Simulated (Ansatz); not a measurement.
Here is a crystal structure:

```cif
data_structure
_symmetry_space_group_name_H-M 'P 1'
_symmetry_Int_Tables_number 1
_cell_length_a 2.9508
_cell_length_b 2.9508
_cell_length_c 2.7589
_cell_angle_alpha 90.000
_cell_angle_beta 90.000
_cell_angle_gamma 90.000
_cell_volume 24.02
loop_
_atom_site_label
_atom_site_type_symbol
_atom_site_fract_x
_atom_site_fract_y
_atom_site_fract_z
_atom_site_occupancy
Cu1 Cu 0.00000 0.00000 0.00000 1
Cu2 Cu 0.50000 0.50000 0.50000 1
```

### Describe what this structure looks like.

The element is copper. It is body-centred tetragonal, space group I4/mmm (No. 139). The cell holds two atoms. The numbers of neighbours within bonding distance are Cu 10.

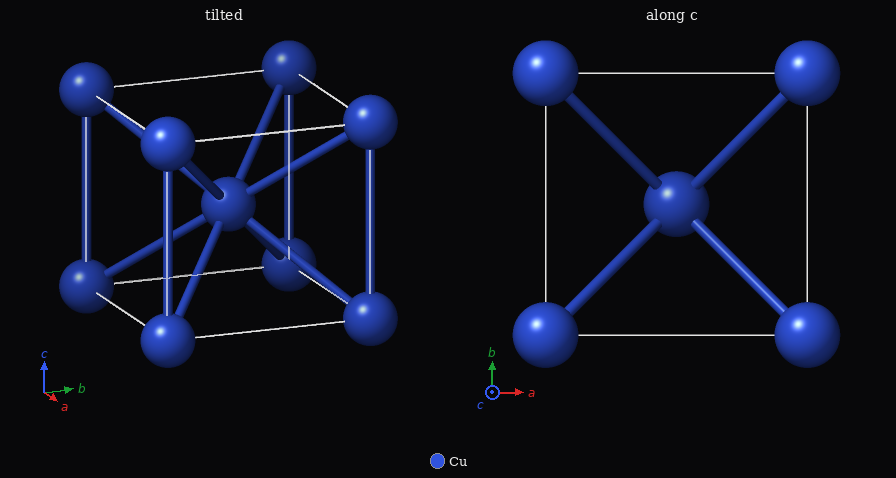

Crystal structure, ball-and-stick style, seen slightly off an axis and along the c axis. The outline marks the conventional unit cell. Colours: copper blue.

The structure was taken from a structure listed in the Materials Project. It is drawn as it came out of a relaxation with DFT PBE, scalar-relativistic, plane waves, PAW (Ansatz).
